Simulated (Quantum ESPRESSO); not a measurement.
**Geometry relaxation, with input and output: PbO (part 3 of 4)**

Continued. System: PbO (4 atoms in the cell). Method: Kohn-Sham DFT of a periodic cell, PBEsol, GBRV 1.5 PBEsol, no spin polarisation (Quantum ESPRESSO 7.5); cutoff 612.26 eV, 5×5×4 k-mesh, fermi-dirac of 0.05 eV. The structure derives from an entry of the Crystallography Open Database.

Geometry of the input (Å; fractional positions):
```
3.8304  0.0000  0.0000
0.0000  3.8304  0.0000
0.0000  0.0000  5.0100
Pb 0.5000  0.0000  0.7600
Pb 0.0000  0.5000  0.2400
O  0.5000  0.5000  0.0000
O  0.0000  0.0000  0.0000
```

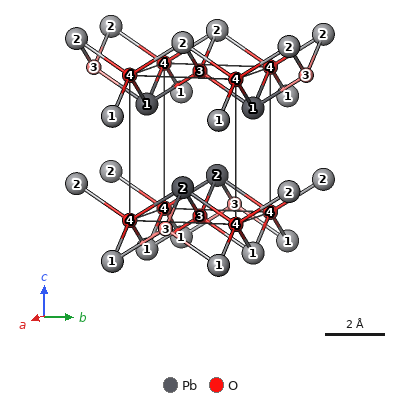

Fig. 1: The starting structure (ball-and-stick view of the cell of the calculation, seen slightly off an axis; neighbours outside the cell are drawn fainter; atoms are numbered from 1 in the order of the input). An atom can appear more than once, as a periodic image.

Log, continued:
```
          k = 0.0000 0.2210 0.2112 (  2532 PWs)   bands (ev):

    -8.9381  -8.2853  -6.2473  -6.2459  -6.2157  -6.1340  -6.1052  -6.0459
    -6.0269  -5.9803  -5.9046  -4.6273   1.1953   3.8607   5.3876   5.5749
     7.2629   7.8378   7.8740   9.4366  12.7812  13.1640  14.7494  16.4018
    16.6516  17.9639  18.1358  18.9419

          k = 0.0000 0.2210-0.4225 (  2528 PWs)   bands (ev):

    -8.9293  -8.2800  -6.2422  -6.2231  -6.2027  -6.1497  -6.0865  -6.0694
    -6.0067  -6.0027  -5.9189  -4.6170   0.7524   4.6858   5.1869   5.6510
     7.4155   7.8206   8.4373   8.5655  12.1414  13.0171  14.2080  16.3312
    17.7430  18.6596  18.6661  18.9643

          k = 0.0000 0.4421 0.0000 (  2552 PWs)   bands (ev):

    -8.7012  -8.4566  -6.2215  -6.1940  -6.1797  -6.1320  -6.0619  -6.0489
    -6.0446  -6.0076  -5.5456  -5.0124   2.1480   2.6523   5.8030   6.2015
     6.5194   7.0941   7.4009   8.5040  13.0994  13.4721  16.3353  16.4188
    16.9856  17.0147  18.3928  18.9432

          k = 0.0000 0.4421 0.2112 (  2531 PWs)   bands (ev):

    -8.7060  -8.4617  -6.2263  -6.2048  -6.1784  -6.1769  -6.0423  -6.0238
    -6.0020  -5.9917  -5.5412  -5.0025   1.8005   2.8391   5.5467   6.2355
     6.4451   7.0937   7.8736   8.6843  12.7025  13.4392  15.8552  16.5269
    17.2514  17.3626  18.8587  18.9432

          k = 0.0000 0.4421-0.4225 (  2540 PWs)   bands (ev):

    -8.7107  -8.4669  -6.2421  -6.2175  -6.1867  -6.1799  -6.0097  -6.0088
    -5.9816  -5.9766  -5.5355  -4.9926   1.5504   2.9417   5.3430   6.2707
     6.3540   7.0923   8.5630   8.6253  12.3119  13.3891  15.5044  17.2386
    17.3018  17.6655  18.7399  18.9353

          k = 0.2210 0.2210 0.0000 (  2525 PWs)   bands (ev):

    -8.8574  -8.3350  -6.2685  -6.2065  -6.1758  -6.1245  -6.1176  -6.0194
    -6.0076  -5.9834  -5.8201  -4.7018   1.8679   2.7862   5.1404   6.1697
     6.7168   7.0491   8.4439   9.5898  13.2877  13.5678  14.5392  15.2190
    16.7306  17.1002  18.9413  18.9438

          k = 0.2210 0.2210 0.2112 (  2529 PWs)   bands (ev):

    -8.8538  -8.3318  -6.2414  -6.2232  -6.1819  -6.1236  -6.0846  -6.0403
    -6.0247  -6.0039  -5.7880  -4.6850   1.2977   3.4027   4.9444   6.2578
     6.9361   7.2898   8.4438   9.1905  12.8777  13.3622  13.6861  16.5064
    17.1326  17.5395  18.9367  18.9398

          k = 0.2210 0.2210-0.4225 (  2518 PWs)   bands (ev):

    -8.8502  -8.3285  -6.2369  -6.2144  -6.1679  -6.1058  -6.0857  -6.0763
    -6.0496  -6.0050  -5.7569  -4.6687   0.9397   3.9561   4.6160   6.3884
     6.7816   8.2666   8.4442   8.4539  12.1041  13.4231  13.5932  17.2281
    17.2644  17.4633  18.9350  18.9430

          k = 0.2210 0.4421 0.0000 (  2521 PWs)   bands (ev):

    -8.6621  -8.4689  -6.2036  -6.1638  -6.1519  -6.1428  -6.0549  -6.0189
    -6.0091  -5.9913  -5.4870  -4.9997   1.8069   2.3215   5.5246   6.3099
     6.7994   7.0180   8.2432   8.5337  12.5156  12.8442  15.0838  15.8190
    17.2705  17.5820  18.6833  18.9456

          k = 0.2210 0.4421 0.2112 (  2532 PWs)   bands (ev):

    -8.6657  -8.4711  -6.2041  -6.1973  -6.1401  -6.1325  -6.0555  -6.0475
    -5.9946  -5.9862  -5.4410  -4.9674   1.6347   2.4466   5.0367   5.9869
     7.1852   7.5144   8.2343   8.4945  12.5675  12.9834  14.6158  15.8665
    17.1426  17.9810  18.9336  18.9467

          k = 0.2210 0.4421-0.4225 (  2536 PWs)   bands (ev):

    -8.6694  -8.4732  -6.2285  -6.1925  -6.1453  -6.1368  -6.0392  -6.0240
    -6.0093  -6.0016  -5.3954  -4.9361   1.4878   2.5533   4.7289   5.7641
     7.2779   8.0410   8.2573   8.3817  12.5671  13.6210  14.0289  15.6158
    16.8648  17.8191  18.9447  18.9465

          k = 0.4421 0.4421 0.0000 (  2515 PWs)   bands (ev):

    -8.5860  -8.5155  -6.1870  -6.1861  -6.1031  -6.0669  -5.9937  -5.9841
    -5.9747  -5.9683  -5.2883  -5.0607   1.3529   1.5994   5.6994   6.0622
     7.3305   8.1972   8.2170   8.7291  11.1961  11.4314  14.8127  15.2233
    17.6858  18.1432  18.5055  18.8784

          k = 0.4421 0.4421 0.2112 (  2526 PWs)   bands (ev):

    -8.5865  -8.5144  -6.1793  -6.1654  -6.1032  -6.0677  -6.0482  -6.0219
    -5.9989  -5.9853  -5.1993  -4.9888   1.3462   1.6551   5.2419   5.7968
     7.5457   7.9428   8.2836   8.7271  11.9165  11.9186  14.8214  15.5849
    16.5014  17.2595  18.9370  18.9454

          k = 0.4421 0.4421-0.4225 (  2530 PWs)   bands (ev):

    -8.5871  -8.5132  -6.1874  -6.1393  -6.1063  -6.0703  -6.0644  -6.0640
    -6.0148  -6.0123  -5.1205  -4.9232   1.3397   1.7127   4.9109   5.5725
     7.4717   7.8046   8.3387   8.7253  13.0699  13.3317  13.6198  15.0354
    15.8228  16.9543  18.9444  18.9471

     the Fermi energy is    10.5748 ev

!    total energy              =    -392.26152187 Ry
     estimated scf accuracy    <          3.1E-11 Ry
     smearing contrib. (-TS)   =      -0.00000003 Ry
     internal energy E=F+TS    =    -392.26152184 Ry

     The total energy is F=E-TS. E is the sum of the following terms:
     one-electron contribution =     -97.77193966 Ry
     hartree contribution      =      79.91990585 Ry
     xc contribution           =    -140.71278729 Ry
     ewald contribution        =    -233.69670074 Ry

     convergence has been achieved in   8 iterations

     negative rho (up, down):  3.139E-02 0.000E+00

     Forces acting on atoms (cartesian axes, Ry/au):

     atom    1 type  1   force =     0.00000000    0.00000000   -0.00324272
     atom    2 type  1   force =     0.00000000    0.00000000    0.00324272
     atom    3 type  2   force =     0.00000000    0.00000000   -0.00000000
     atom    4 type  2   force =     0.00000000    0.00000000    0.00000000

     Total force =     0.004586     Total SCF correction =     0.000014

     Computing stress (Cartesian axis) and pressure

     negative rho (up, down):  3.139E-02 0.000E+00
          total   stress  (Ry/bohr**3)                   (kbar)     P=       52.86
   0.00046611   0.00000000   0.00000000           68.57        0.00        0.00
   0.00000000   0.00046611   0.00000000            0.00       68.57        0.00
   0.00000000   0.00000000   0.00014584            0.00        0.00       21.45

     Energy error            =      4.4E-04 Ry
     Gradient error          =      3.2E-03 Ry/Bohr

     number of scf cycles    =   3
     number of bfgs steps    =   2

     energy             old  =    -392.2610837212 Ry
     energy             new  =    -392.2615218724 Ry

     CASE: energy            _new < energy            _old

     new trust radius        =       0.0079983570 bohr
     new conv_thr            =            6.5E-11 Ry

ATOMIC_POSITIONS (crystal)
Pb               0.5000000000        0.0000000000        0.7539573005
Pb               0.0000000000        0.5000000000        0.2460426995
O                0.5000000000        0.5000000000       -0.0000000000
O                0.0000000000        0.0000000000        0.0000000000

     NEW-OLD atomic charge density approx. for the potential

     Check: negative core charge=   -0.000002

     negative rho (up, down):  3.163E-02 0.000E+00

     Self-consistent Calculation

     iteration #  1     ecut=    45.00 Ry     beta= 0.50
     Davidson diagonalization with overlap
     ethr =  1.00E-06,  avg # of iterations =  5.2

     Threshold (ethr) on eigenvalues was too large:
     Diagonalizing with lowered threshold

     Davidson diagonalization with overlap
     ethr =  1.90E-08,  avg # of iterations =  2.2

     negative rho (up, down):  3.167E-02 0.000E+00

     total energy              =    -392.26154672 Ry
     estimated scf accuracy    <       0.00000772 Ry

     iteration #  2     ecut=    45.00 Ry     beta= 0.50
     Davidson diagonalization with overlap
     ethr =  1.93E-08,  avg # of iterations =  2.0

     negative rho (up, down):  3.170E-02 0.000E+00

     total energy              =    -392.26154751 Ry
     estimated scf accuracy    <       0.00000082 Ry

     iteration #  3     ecut=    45.00 Ry     beta= 0.50
     Davidson diagonalization with overlap
     ethr =  2.06E-09,  avg # of iterations =  3.5

     negative rho (up, down):  3.171E-02 0.000E+00

     total energy              =    -392.26154766 Ry
     estimated scf accuracy    <       0.00000038 Ry

     iteration #  4     ecut=    45.00 Ry     beta= 0.50
     Davidson diagonalization with overlap
     ethr =  9.40E-10,  avg # of iterations =  2.0

     negative rho (up, down):  3.171E-02 0.000E+00

     total energy              =    -392.26154775 Ry
     estimated scf accuracy    <       0.00000005 Ry

     iteration #  5     ecut=    45.00 Ry     beta= 0.50
     Davidson diagonalization with overlap
     ethr =  1.13E-10,  avg # of iterations =  3.8

     negative rho (up, down):  3.172E-02 0.000E+00

     total energy              =    -392.26154776 Ry
     estimated scf accuracy    <          1.8E-09 Ry

     iteration #  6     ecut=    45.00 Ry     beta= 0.50
     Davidson diagonalization with overlap
     ethr =  4.46E-12,  avg # of iterations =  5.4

     negative rho (up, down):  3.172E-02 0.000E+00

     total energy              =    -392.26154777 Ry
     estimated scf accuracy    <          1.6E-10 Ry

     iteration #  7     ecut=    45.00 Ry     beta= 0.50
     Davidson diagonalization with overlap
     ethr =  4.12E-13,  avg # of iterations =  2.4

     negative rho (up, down):  3.172E-02 0.000E+00

     End of self-consistent calculation

          k = 0.0000 0.0000 0.0000 (  2533 PWs)   bands (ev):

    -9.0341  -8.2162  -6.2876  -6.2876  -6.2432  -6.2034  -6.0944  -6.0122
    -5.9973  -5.9973  -5.9864  -4.5522   2.1304   2.6783   5.2571   5.2571
     7.8893   8.1733   8.1733  10.0176  12.5815  15.4845  15.4845  15.5786
    16.5397  16.5397  17.2005  17.7610

          k = 0.0000 0.0000 0.2112 (  2504 PWs)   bands (ev):

    -9.0169  -8.2052  -6.2683  -6.2556  -6.2556  -6.1730  -6.0793  -6.0355
    -6.0355  -6.0286  -6.0017  -4.5396   0.9826   4.3407   5.3474   5.3474
     7.8762   8.1572   8.1572   9.3812  12.2631  14.3278  14.3278  15.2067
    17.4489  17.9924  17.9924  18.0581

          k = 0.0000 0.0000-0.4225 (  2548 PWs)   bands (ev):

    -8.9996  -8.1939  -6.2933  -6.2051  -6.2051  -6.1292  -6.0923  -6.0923
    -6.0579  -6.0502  -6.0311  -4.5274   0.4753   5.4426   5.4426   5.6996
     7.8632   8.1376   8.1376   8.3257  12.2507  13.7254  13.7254  14.4386
    18.4106  18.6896  18.9297  18.9451

          k = 0.0000 0.2210 0.0000 (  2535 PWs)   bands (ev):

    -8.9247  -8.2708  -6.2728  -6.2611  -6.2104  -6.1613  -6.1057  -6.0168
    -6.0165  -6.0098  -5.8942  -4.6489   2.0500   2.7941   5.3453   5.5210
     7.2055   7.8058   7.8721   9.8086  13.4562  13.6383  15.6154  15.7334
    16.2109  16.7748  17.6395  18.9338

          k = 0.0000 0.2210 0.2112 (  2532 PWs)   bands (ev):

    -8.9159  -8.2655  -6.2498  -6.2495  -6.2196  -6.1379  -6.1088  -6.0526
    -6.0318  -5.9858  -5.9102  -4.6381   1.1870   3.8558   5.4053   5.5942
     7.2681   7.8573   7.8839   9.4302  12.7675  13.1710  14.7272  16.3941
    16.6608  17.9511  18.1262  18.9319

          k = 0.0000 0.2210-0.4225 (  2528 PWs)   bands (ev):

    -8.9070  -8.2601  -6.2472  -6.2252  -6.2048  -6.1544  -6.0893  -6.0750
    -6.0131  -6.0081  -5.9253  -4.6275   0.7416   4.6865   5.2062   5.6711
     7.4208   7.8398   8.4275   8.5749  12.1261  13.0281  14.1857  16.3231
    17.7351  18.6519  18.6587  18.9545

          k = 0.0000 0.4421 0.0000 (  2552 PWs)   bands (ev):

    -8.6802  -8.4366  -6.2261  -6.1961  -6.1846  -6.1345  -6.0665  -6.0558
    -6.0515  -6.0126  -5.5511  -5.0203   2.1546   2.6484   5.8139   6.2202
     6.5214   7.1131   7.4053   8.4919  13.0905  13.4645  16.3466  16.3945
    16.9698  17.0317  18.3689  18.9332

          k = 0.0000 0.4421 0.2112 (  2531 PWs)   bands (ev):

    -8.6852  -8.4419  -6.2293  -6.2090  -6.1831  -6.1803  -6.0468  -6.0300
    -6.0069  -5.9974  -5.5469  -5.0102   1.7997   2.8403   5.5599   6.2545
     6.4503   7.1126   7.8728   8.6762  12.6940  13.4318  15.8335  16.5335
    17.2325  17.3714  18.8432  18.9332

          k = 0.0000 0.4421-0.4225 (  2540 PWs)   bands (ev):

    -8.6901  -8.4472  -6.2452  -6.2214  -6.1903  -6.1846  -6.0149  -6.0129
    -5.9873  -5.9822  -5.5414  -5.0003   1.5466   2.9436   5.3570   6.2901
     6.3619   7.1113   8.5569   8.6234  12.3024  13.3831  15.4829  17.2420
    17.2823  17.6622  18.7321  18.9253

          k = 0.2210 0.2210 0.0000 (  2525 PWs)   bands (ev):

    -8.8358  -8.3156  -6.2720  -6.2094  -6.1800  -6.1285  -6.1227  -6.0257
    -6.0124  -5.9880  -5.8257  -4.7117   1.8761   2.7716   5.1564   6.1867
     6.7254   7.0592   8.4608   9.5796  13.2618  13.5593  14.5242  15.2275
    16.7515  17.0929  18.9314  18.9338

          k = 0.2210 0.2210 0.2112 (  2529 PWs)   bands (ev):

    -8.8322  -8.3122  -6.2451  -6.2263  -6.1860  -6.1280  -6.0888  -6.0458
    -6.0296  -6.0097  -5.7935  -4.6947   1.2941   3.4026   4.9620   6.2752
     6.9455   7.2937   8.4605   9.1808  12.8691  13.3376  13.6865  16.5056
    17.1236  17.5451  18.9267  18.9299

          k = 0.2210 0.2210-0.4225 (  2518 PWs)   bands (ev):

    -8.8287  -8.3088  -6.2400  -6.2191  -6.1698  -6.1103  -6.0919  -6.0801
    -6.0551  -6.0110  -5.7623  -4.6781   0.9327   3.9623   4.6333   6.4079
     6.7887   8.2681   8.4457   8.4607  12.0937  13.3999  13.5979  17.2174
    17.2513  17.4627  18.9250  18.9331

          k = 0.2210 0.4421 0.0000 (  2521 PWs)   bands (ev):

    -8.6418  -8.4496  -6.2078  -6.1670  -6.1568  -6.1466  -6.0606  -6.0242
    -6.0143  -5.9964  -5.4927  -5.0072   1.8178   2.3252   5.5382   6.3219
     6.7924   7.0301   8.2587   8.5240  12.4976  12.8313  15.0661  15.8094
    17.2700  17.5973  18.6802  18.9357

          k = 0.2210 0.4421 0.2112 (  2532 PWs)   bands (ev):

    -8.6456  -8.4517  -6.2078  -6.2016  -6.1440  -6.1366  -6.0611  -6.0536
    -5.9997  -5.9912  -5.4463  -4.9745   1.6405   2.4537   5.0473   5.9946
     7.2014   7.5134   8.2480   8.4858  12.5541  12.9672  14.6043  15.8551
    17.1387  17.9797  18.9251  18.9368

          k = 0.2210 0.4421-0.4225 (  2536 PWs)   bands (ev):

    -8.6493  -8.4539  -6.2325  -6.1969  -6.1488  -6.1416  -6.0451  -6.0294
    -6.0146  -6.0066  -5.4003  -4.9428   1.4906   2.5620   4.7392   5.7704
     7.2962   8.0509   8.2588   8.3756  12.5580  13.6100  14.0098  15.6007
    16.8636  17.8167  18.9347  18.9365

          k = 0.4421 0.4421 0.0000 (  2515 PWs)   bands (ev):

    -8.5672  -8.4969  -6.1917  -6.1910  -6.1073  -6.0712  -5.9992  -5.9889
    -5.9797  -5.9734  -5.2941  -5.0673   1.3687   1.6132   5.7120   6.0743
     7.3176   8.2049   8.2116   8.7457  11.1721  11.4105  14.7977  15.2061
    17.6743  18.1314  18.5234  18.8866

          k = 0.4421 0.4421 0.2112 (  2526 PWs)   bands (ev):

    -8.5676  -8.4957  -6.1839  -6.1703  -6.1080  -6.0720  -6.0545  -6.0273
    -6.0039  -5.9903  -5.2040  -4.9945   1.3612   1.6701   5.2484   5.8051
     7.5362   7.9310   8.2999   8.7436  11.8968  11.8971  14.8121  15.5754
    16.4926  17.2488  18.9277  18.9356

          k = 0.4421 0.4421-0.4225 (  2530 PWs)   bands (ev):

    -8.5681  -8.4945  -6.1924  -6.1441  -6.1126  -6.0741  -6.0706  -6.0693
    -6.0199  -6.0172  -5.1244  -4.9282   1.3539   1.7289   4.9149   5.5780
     7.4589   7.7955   8.3559   8.7419  13.0487  13.3102  13.6160  15.0289
    15.8214  16.9496  18.9345  18.9372

     the Fermi energy is    10.5614 ev

!    total energy              =    -392.26154777 Ry
     estimated scf accuracy    <          1.7E-11 Ry
     smearing contrib. (-TS)   =      -0.00000004 Ry
     internal energy E=F+TS    =    -392.26154773 Ry

     The total energy is F=E-TS. E is the sum of the following terms:
     one-electron contribution =     -97.31469553 Ry
     hartree contribution      =      79.69028377 Ry
     xc contribution           =    -140.70652127 Ry
     ewald contribution        =    -233.93061470 Ry

     convergence has been achieved in   7 iterations

     negative rho (up, down):  3.172E-02 0.000E+00

     Forces acting on atoms (cartesian axes, Ry/au):

     atom    1 type  1   force =     0.00000000    0.00000000    0.00000338
     atom    2 type  1   force =     0.00000000    0.00000000   -0.00000338
     atom    3 type  2   force =     0.00000000    0.00000000    0.00000000
     atom    4 type  2   force =     0.00000000    0.00000000    0.00000000

     Total force =     0.000005     Total SCF correction =     0.000002
     SCF correction compared to forces is large: reduce conv_thr to get better values

     Computing stress (Cartesian axis) and pressure

     negative rho (up, down):  3.172E-02 0.000E+00
          total   stress  (Ry/bohr**3)                   (kbar)     P=       50.12
   0.00045119   0.00000000   0.00000000           66.37        0.00        0.00
   0.00000000   0.00045119   0.00000000            0.00       66.37        0.00
   0.00000000   0.00000000   0.00011971            0.00        0.00       17.61

     Energy error            =      2.6E-05 Ry
     Gradient error          =      3.4E-06 Ry/Bohr

     number of scf cycles    =   4
     number of bfgs steps    =   3
```
